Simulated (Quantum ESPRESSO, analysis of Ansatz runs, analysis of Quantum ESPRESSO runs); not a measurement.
# Reproducing a measured charge-transition level: substitutional Se in Si (Quantum ESPRESSO)

Aim: the charge-transition level of substitutional Se in Si, to be set beside the measurement. Set-up: PBE, JTH 2.0 PBE, 32-site cell, PBE lattice, k: the single point 1/4 1/4 1/4 then 2x2x2 shifted, dielectric constants 11.7 and 11.7 (handbook). The model is a cell of 32 host atoms with 1 Si taken out and 1 Se put in. The level is the Fermi energy at which two charge states have equal formation energy, after a correction for the images of the charge. Other potentials or another program check that the number doesn't hang on one set of files.

Measured beforehand: (+1/0) level below the conduction-band bottom, printed as 307 meV: 0.307 eV, by binding energy of Se0 quoted from literature (method not stated in this paper) (quoted in “Spin relaxation and donor-acceptor recombination of Se+ in 28-silicon”, 2015, R. Lo Nardo et al., quoting earlier work (1984)). (+2/+1) level below the conduction-band bottom, printed as 593 meV: 0.593 eV, by thermal ionisation energy of Se+ quoted from literature (method not stated in this paper) (quoted in “Spin relaxation and donor-acceptor recombination of Se+ in 28-silicon”, 2015, R. Lo Nardo et al., quoting earlier work (1982)).

Calculated with Quantum ESPRESSO 7.5; Quantum ESPRESSO plane-wave DFT, PBE, JTH 2.0 PBE potentials; relaxation of all atoms of a defect supercell.

## (1) The structure

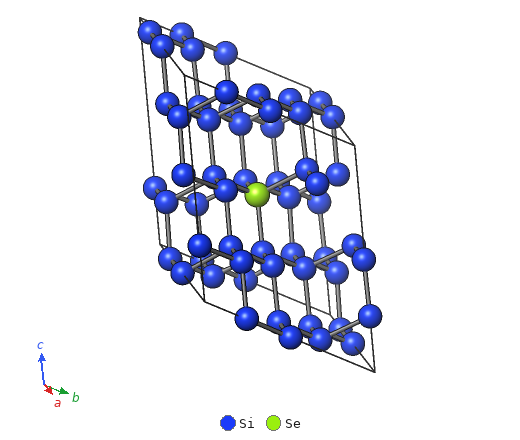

The cell as given, slightly off an axis (silicon blue, selenium green). Some periodic images of atoms are drawn too.

The cell holds 32 atoms: 31 Si and 1 Se. Its edges and angles: a = 9.473 Å, b = 9.473 Å, c = 9.473 Å, α = 109.5°, β = 109.5°, γ = 109.5°. It derives from Si (space group Fd-3m). Nearest the centre at fractional (0.500, 0.500, 0.500): Se11 at 0.05 Å, Si27 at 2.40 Å, Si23 at 2.40 Å, Si26 at 2.41 Å, Si32 at 2.42 Å, Si12 at 3.82 Å, Si7 at 3.85 Å, Si4 at 3.85 Å. The cell carries charge +2.

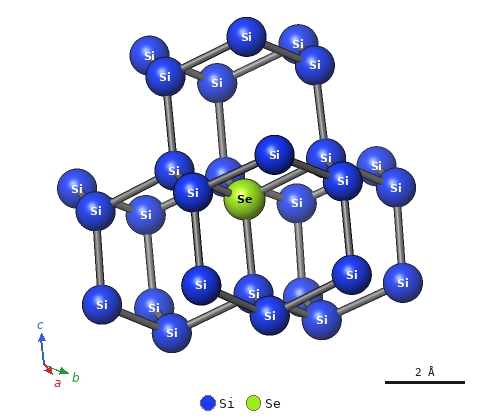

The atoms within 5 Å of the centre.

The host's primitive cell comes from a first run (Quantum ESPRESSO plane-wave DFT, PBE, JTH 2.0 PBE potentials; relaxation of cell and atoms of a defect-free cell): vectors of 3.867, 3.867 and 3.867 Å. That is 20.45 Å³ an atom, 2.1 % over the diffraction cell's volume. The supercell is built on it.

## (2) Relaxation, charge +2

Every later number rests on the structure around the defect, so the atoms are relaxed at the host's lattice first.

Input file pw.in:

```
&CONTROL
  calculation = 'relax'
  prefix = 'pwscf'
  outdir = './tmp'
  pseudo_dir = './pseudo'
  tprnfor = .true.
  disk_io = 'low'
  nstep = 70
  forc_conv_thr = 0.00078
  etot_conv_thr = 0.0001
/
&SYSTEM
  ibrav = 0
  nat = 32
  ntyp = 2
  ecutwfc = 36
  ecutrho = 216
  nbnd = 68
  occupations = 'smearing'
  smearing = 'fd'
  degauss = 0.00073499
  tot_charge = 2
  nosym = .true.
/
&ELECTRONS
  conv_thr = 3d-08
  electron_maxstep = 100
  mixing_beta = 0.5
/
&IONS
  ion_dynamics = 'bfgs'
/
ATOMIC_SPECIES
Si    28.0850 Si.GGA_PBE-JTH.UPF
Se    78.9710 Se.GGA_PBE-JTH.UPF
CELL_PARAMETERS angstrom
  -5.4694086371    5.4694086371    5.4694086371
   5.4694086371   -5.4694086371    5.4694086371
   5.4694086371    5.4694086371   -5.4694086371
ATOMIC_POSITIONS crystal
Si    -0.0030309426   -0.0058744934    0.4948308434
Si    -0.0034028818    0.2480261708    0.2526878911
Si    -0.0008023492    0.5049115157   -0.0001598059
Si    -0.0022477347    0.7508237454    0.7541206931
Si     0.2557420412    0.0003584433    0.2515187631
Si     0.2502109052    0.2445115852   -0.0018733872
Si     0.2524951335    0.4961279226    0.7501800216
Si     0.2532578548    0.7517935294    0.5062398244
Si     0.5056604607    0.0002094380    0.0013310842
Si     0.4995834928    0.2459477145    0.7523322926
Se     0.4950501439    0.5007277312    0.5001436981
Si     0.5001426016    0.7465213500    0.2529674160
Si     0.7551256036    0.0053881596    0.7553065333
Si     0.7493810533    0.2499686571    0.5050304339
Si     0.7493269542    0.4944205245    0.2496824538
Si     0.7493782828    0.7453835758    0.0015888319
Si    -0.0041837440    0.0015848161    0.2470911284
Si    -0.0045493132    0.2488387159    0.0016961717
Si     0.0056306955    0.5036821496    0.7506440206
Si     0.0054904004    0.7510879920    0.5044992479
Si     0.2437760261   -0.0043145939   -0.0043768196
Si     0.2494638148    0.2542333631    0.7481253161
Si     0.2437824041    0.4962416572    0.4953670661
Si     0.2445664970    0.7458844218    0.2493538927
Si     0.4974956265    0.0022435882    0.7463334960
Si     0.5036690856    0.2472516316    0.5007684704
Si     0.4971040919    0.5022366300    0.2465867031
Si     0.4970080282    0.7523332098   -0.0031954500
Si     0.7528220742   -0.0001552562    0.4963759420
Si     0.7517436531    0.2490454015    0.2550447721
Si     0.7460387873    0.5014903023    0.0017624418
Si     0.7552691606    0.7547322812    0.7556654324
K_POINTS crystal
1
0.25 0.25 0.25 1.0
```

The run is started by

```sh
OMP_NUM_THREADS=1 mpirun -n 4 pw.x -in pw.in > pw.out
```

The log of the run:

```text
This program is part of the open-source Quantum ESPRESSO suite
     for quantum simulation of materials; please cite
         "P. Giannozzi et al., J. Phys.:Condens. Matter 21 395502 (2009);
         "P. Giannozzi et al., J. Phys.:Condens. Matter 29 465901 (2017);
         "P. Giannozzi et al., J. Chem. Phys. 152 154105 (2020);
          URL
     in publications or presentations arising from this work. More details at

     file Si.GGA_PBE-JTH.UPF: wavefunction(s)  0S 0P renormalized
     file Se.GGA_PBE-JTH.UPF: wavefunction(s)  0S 4P 0P renormalized

     Subspace diagonalization in iterative solution of the eigenvalue problem:
     a serial algorithm will be used

     --------------------
     sticks:   dense  smooth     PW     G-vecs:    dense   smooth      PW
     Min        1297     866    235                59149    32237    4561
     Max        1298     868    236                59152    32238    4562
     Sum        5189    3469    941               236601   128951   18245

     Using Slab Decomposition

     bravais-lattice index     =            0
     lattice parameter (alat)  =      17.9019  a.u.
     unit-cell volume          =    4416.4947 (a.u.)^3
     number of atoms/cell      =           32
     number of atomic types    =            2
     number of electrons       =       128.00
     number of Kohn-Sham states=           68
     kinetic-energy cutoff     =      36.0000  Ry
     charge density cutoff     =     216.0000  Ry
     scf convergence threshold =      3.0E-08
     mixing beta               =       0.5000
     number of iterations used =            8  plain     mixing
     energy convergence thresh.=      1.0E-04
     force convergence thresh. =      7.8E-04
     Exchange-correlation= SLA PW PBX PBC
                           (   1   4   3   4   0   0   0)
     nstep                     =           70

     celldm(1)=  17.901930  celldm(2)=   0.000000  celldm(3)=   0.000000
     celldm(4)=   0.000000  celldm(5)=   0.000000  celldm(6)=   0.000000

     crystal axes: (cart. coord. in units of alat)
               a(1) = (  -0.577350   0.577350   0.577350 )
               a(2) = (   0.577350  -0.577350   0.577350 )
               a(3) = (   0.577350   0.577350  -0.577350 )

     reciprocal axes: (cart. coord. in units 2 pi/alat)
               b(1) = ( -0.000000  0.866025  0.866025 )
               b(2) = (  0.866025 -0.000000  0.866025 )
               b(3) = (  0.866025  0.866025  0.000000 )

     PseudoPot. # 1 for Si read from file:
     Si.GGA_PBE-JTH.UPF
     Pseudo is Projector augmented-wave + core cor, Zval =  4.0
     Generated using ATOMPAW code
     Shape of augmentation charge: BESSEL
     Using radial grid of  988 points,  4 beta functions with:
                l(1) =   0
                l(2) =   0
                l(3) =   1
                l(4) =   1
     Q(r) pseudized with 0 coefficients

     PseudoPot. # 2 for Se read from file:
     Se.GGA_PBE-JTH.UPF
     Pseudo is Projector augmented-wave + core cor, Zval =  6.0
     Generated using ATOMPAW code
     Shape of augmentation charge: BESSEL
     Using radial grid of 1059 points,  4 beta functions with:
                l(1) =   0
                l(2) =   0
                l(3) =   1
                l(4) =   1
     Q(r) pseudized with 0 coefficients

     atomic species   valence    mass     pseudopotential
     Si                4.00    28.08500     Si( 1.00)
     Se                6.00    78.97100     Se( 1.00)

     No symmetry found

   Cartesian axes

     site n.     atom                  positions (alat units)
         1        Si     tau(   1) = (   0.2840490   0.2873324  -0.2908323  )
         2        Si     tau(   2) = (   0.2910521   0.0007268  -0.0046561  )
         3        Si     tau(   3) = (   0.2918818  -0.2920663   0.2911398  )
         4        Si     tau(   4) = (   0.8701778   0.0006058  -0.0032012  )
         5        Si     tau(   5) = (  -0.0022314   0.2926602   0.0026453  )
         6        Si     tau(   6) = (  -0.0043721   0.0022089   0.2867098  )
         7        Si     tau(   7) = (   0.5737781   0.2924552  -0.0008989  )
         8        Si     tau(   8) = (   0.5801074   0.0044480   0.2879890  )
         9        Si     tau(   9) = (  -0.2910538   0.2925908   0.2912956  )
        10        Si     tau(  10) = (   0.2879226   0.5807959  -0.0039266  )
        11        Se     tau(  11) = (   0.2920361   0.2854801   0.2861545  )
        12        Si     tau(  12) = (   0.2882976   0.0038040   0.5737110  )
        13        Si     tau(  13) = (   0.0032153   0.8689375   0.0030064  )
        14        Si     tau(  14) = (   0.0032436   0.5799153   0.2853954  )
        15        Si     tau(  15) = (  -0.0030161   0.2913245   0.5739237  )
        16        Si     tau(  16) = (  -0.0013890   0.0032237   0.8620838  )
        17        Si     tau(  17) = (   0.1459886   0.1393276  -0.1441586  )
[...]
25        Si     tau(  25) = (   0.1449619   0.7168297  -0.1423713  )
        26        Si     tau(  26) = (   0.1410761   0.4371615   0.1444255  )
        27        Si     tau(  27) = (   0.1453302   0.1394036   0.4346027  )
        28        Si     tau(  28) = (   0.1455672  -0.1492570   0.7231524  )
        29        Si     tau(  29) = (  -0.1481489   0.7213144   0.1479696  )
        30        Si     tau(  30) = (  -0.1429828   0.4374831   0.4305557  )
        31        Si     tau(  31) = (  -0.1401726   0.1422077   0.7192437  )
        32        Si     tau(  32) = (   0.4359737   0.4365936   0.4355161  )

     number of k points=     1  Fermi-Dirac smearing, width (Ry)=  0.0007
                       cart. coord. in units 2pi/alat
        k(    1) = (   0.4330127   0.4330127   0.4330127), wk =   2.0000000

     Dense  grid:   236601 G-vectors     FFT dimensions: (  90,  90,  90)

     Smooth grid:   128951 G-vectors     FFT dimensions: (  72,  72,  72)

     Check: negative core charge=   -0.000010

     Initial potential from superposition of free atoms

     starting charge     129.9826, renormalised to     128.0000

     negative rho (up, down):  1.828E-01 0.000E+00
     Starting wfcs are  256 randomized atomic wfcs
     Checking if some PAW data can be deallocated...

     Self-consistent Calculation

     iteration #  1     ecut=    36.00 Ry     beta= 0.50
     Davidson diagonalization with overlap
     ethr =  1.00E-02,  avg # of iterations =  2.0

     Threshold (ethr) on eigenvalues was too large:
     Diagonalizing with lowered threshold

     Davidson diagonalization with overlap
     ethr =  9.35E-04,  avg # of iterations =  1.0

[...]
atom   15 type  1   force =     0.00074263    0.00018146   -0.00015536
     atom   16 type  1   force =    -0.00007208   -0.00006163    0.00059941
[...]
Total force =     0.004858     Total SCF correction =     0.000010
     Energy error            =      5.8E-05 Ry
     Gradient error          =      1.2E-03 Ry/Bohr

     number of scf cycles    =  12
     number of bfgs steps    =  11

     energy             old  =   -1638.5610518915 Ry
     energy             new  =   -1638.5611094103 Ry

     CASE: energy            _new < energy            _old

     new trust radius        =       0.0058404540 bohr
     new conv_thr            =       0.0000000003 Ry

ATOMIC_POSITIONS (crystal)
Si              -0.0003121533       -0.0006290572        0.5001181267
Si              -0.0030824750        0.2453462440        0.2463064427
Si              -0.0002982628        0.4998578624        0.0009137750
Si               0.0025892201        0.7480258058        0.7491470613
Si               0.2458702253       -0.0028209122        0.2463719711
Si               0.2453182500        0.2454538079       -0.0023804638
Si               0.2508632113        0.4994763047        0.7547816439
Si               0.2512836327        0.7538254157        0.5008034661
Si               0.4997322304       -0.0003854631        0.0003917588
Si               0.4996000054        0.2510397355        0.7549582393
Se               0.4995897997        0.4995612852        0.5003381475
Si               0.4995693421        0.7538151675        0.2518725973
Si               0.7482274085        0.0021029188        0.7489150213
Si               0.7541572781        0.2509187947        0.5006923303
Si               0.7540750337        0.4993759772        0.2520776699
Si               0.7481371117        0.7479813733        0.0033555438
[...]
NEW-OLD atomic charge density approx. for the potential

     Check: negative core charge=   -0.000010

     negative rho (up, down):  1.802E-01 0.000E+00

     Self-consistent Calculation

     iteration #  1     ecut=    36.00 Ry     beta= 0.50
     Davidson diagonalization with overlap
     ethr =  1.00E-06,  avg # of iterations =  2.0

     Threshold (ethr) on eigenvalues was too large:
     Diagonalizing with lowered threshold

     Davidson diagonalization with overlap
     ethr =  4.89E-09,  avg # of iterations =  5.0

     negative rho (up, down):  1.802E-01 0.000E+00

     total energy              =   -1638.56114339 Ry
     estimated scf accuracy    <       0.00001032 Ry

     iteration #  2     ecut=    36.00 Ry     beta= 0.50
     Davidson diagonalization with overlap
     ethr =  8.06E-09,  avg # of iterations =  2.0

     negative rho (up, down):  1.803E-01 0.000E+00

     total energy              =   -1638.56114400 Ry
     estimated scf accuracy    <       0.00000232 Ry

     iteration #  3     ecut=    36.00 Ry     beta= 0.50
     Davidson diagonalization with overlap
     ethr =  1.81E-09,  avg # of iterations =  2.0

     negative rho (up, down):  1.803E-01 0.000E+00

     total energy              =   -1638.56114422 Ry
     estimated scf accuracy    <       0.00000088 Ry

     iteration #  4     ecut=    36.00 Ry     beta= 0.50
     Davidson diagonalization with overlap
     ethr =  6.91E-10,  avg # of iterations =  2.0

     negative rho (up, down):  1.803E-01 0.000E+00

     total energy              =   -1638.56114440 Ry
     estimated scf accuracy    <       0.00000006 Ry

     iteration #  5     ecut=    36.00 Ry     beta= 0.50
     Davidson diagonalization with overlap
     ethr =  4.95E-11,  avg # of iterations = 16.0

     negative rho (up, down):  1.803E-01 0.000E+00

     total energy              =   -1638.56114461 Ry
     estimated scf accuracy    <          7.7E-09 Ry

     iteration #  6     ecut=    36.00 Ry     beta= 0.50
     Davidson diagonalization with overlap
     ethr =  5.99E-12,  avg # of iterations =  5.0

     negative rho (up, down):  1.803E-01 0.000E+00

     total energy              =   -1638.56114461 Ry
     estimated scf accuracy    <          2.2E-09 Ry

     iteration #  7     ecut=    36.00 Ry     beta= 0.50
     Davidson diagonalization with overlap
     ethr =  1.75E-12,  avg # of iterations =  2.0

     negative rho (up, down):  1.803E-01 0.000E+00

     total energy              =   -1638.56114461 Ry
     estimated scf accuracy    <          3.0E-10 Ry

     iteration #  8     ecut=    36.00 Ry     beta= 0.50
     Davidson diagonalization with overlap
     ethr =  2.37E-13,  avg # of iterations =  8.0

     negative rho (up, down):  1.803E-01 0.000E+00

     End of self-consistent calculation

          k = 0.4330 0.4330 0.4330 ( 16100 PWs)   bands (ev):

    -8.5824  -4.8892  -4.8882  -4.8877  -4.4006  -3.2137  -3.2128  -3.2121
    -2.9856  -2.9847  -2.9827  -2.9805  -2.9799  -2.9495  -2.9480  -2.9474
    -1.3015  -0.4799  -0.4779  -0.4753  -0.1682  -0.1662  -0.1656  -0.1558
    -0.1551  -0.1549  -0.1424  -0.1418   1.7147   1.7163   1.7191   1.9997
     2.3403   2.3405   2.3416   2.6346   2.6778   2.6787   2.6792   2.6834
     2.6839   2.7038   2.7055   2.7063   3.5927   3.5934   3.5943   3.9318
     3.9338   3.9347   3.9915   3.9924   4.0166   4.0603   4.0613   4.0630
     5.1027   5.1033   5.1041   5.3982   5.3988   5.4273   5.4285   5.4294
     6.5203   7.4222   7.4254   7.4283

     the Fermi energy is     6.0085 ev

!    total energy              =   -1638.56114461 Ry
     total all-electron energy =     -1638.561145 Ry
     estimated scf accuracy    <          4.8E-11 Ry
     smearing contrib. (-TS)   =       0.00000000 Ry
     internal energy E=F+TS    =   -1638.56114461 Ry

     The total energy is F=E-TS. E is the sum of the following terms:
     one-electron contribution =      86.29883409 Ry
     hartree contribution      =      19.60149720 Ry
     xc contribution           =    -153.54699894 Ry
     ewald contribution        =    -276.57559431 Ry
     one-center paw contrib.   =   -1314.33888265 Ry

     convergence has been achieved in   8 iterations

     negative rho (up, down):  1.803E-01 0.000E+00

     Forces acting on atoms (cartesian axes, Ry/au):

[...]
atom   25 type  1   force =     0.00007300   -0.00027978    0.00013921
     atom   26 type  1   force =    -0.00042910   -0.00039778    0.00002191
     atom   27 type  1   force =    -0.00017083   -0.00034204    0.00026164
     atom   28 type  1   force =     0.00052503    0.00009609   -0.00001903
     atom   29 type  1   force =     0.00020988   -0.00024271    0.00006678
     atom   30 type  1   force =     0.00032013   -0.00040801    0.00023678
     atom   31 type  1   force =     0.00047119    0.00017705   -0.00017061
     atom   32 type  1   force =     0.00002161   -0.00023871    0.00036590

     Total force =     0.003010     Total SCF correction =     0.000010
     Energy error            =      3.5E-05 Ry
     Gradient error          =      7.3E-04 Ry/Bohr

     bfgs converged in  13 scf cycles and  12 bfgs steps
     (criteria: energy <  1.0E-04 Ry, force <  7.8E-04 Ry/Bohr)

     End of BFGS Geometry Optimization

     Final energy             =   -1638.5611446078 Ry

     File ./tmp/pwscf.bfgs deleted, as requested
Begin final coordinates

ATOMIC_POSITIONS (crystal)
[...]
Si               0.4998752133       -0.0000370918        0.7513765793
Si               0.5000010073        0.2336018748        0.5009196898
Si               0.4997781359        0.4995712725        0.2343442962
Si               0.4995317527        0.7502556430        0.0006896256
Si               0.7506036644       -0.0003167633        0.5004101497
Si               0.7493129410        0.2484901245        0.2498094694
Si               0.7504138397        0.4994779436        0.0009464572
Si               0.7658578282        0.7655270884        0.7667742634
End final coordinates

=------------------------------------------------------------------------------=
   JOB DONE.
=------------------------------------------------------------------------------=
```

It took 3.8 min on 4 MPI ranks of Arm Neoverse V1, shared host; peak memory 0.67 GiB; 15 min of CPU time.

[end of part 1 of 6]

[Logs are printed without paths, hosts, clocks, repeated set-up lines and the standing remarks that a program may print on its own settings, such as how far it seeks lower states.]

[Hosts, paths, dates, database ids (printed as entryN), source tags and the programs' standing remarks are cut or masked in the printed files.]

[For some hosts the program warned that the k-mesh of the response run may be too coarse for force constants and the static dielectric constant; such warnings are not shown here.]
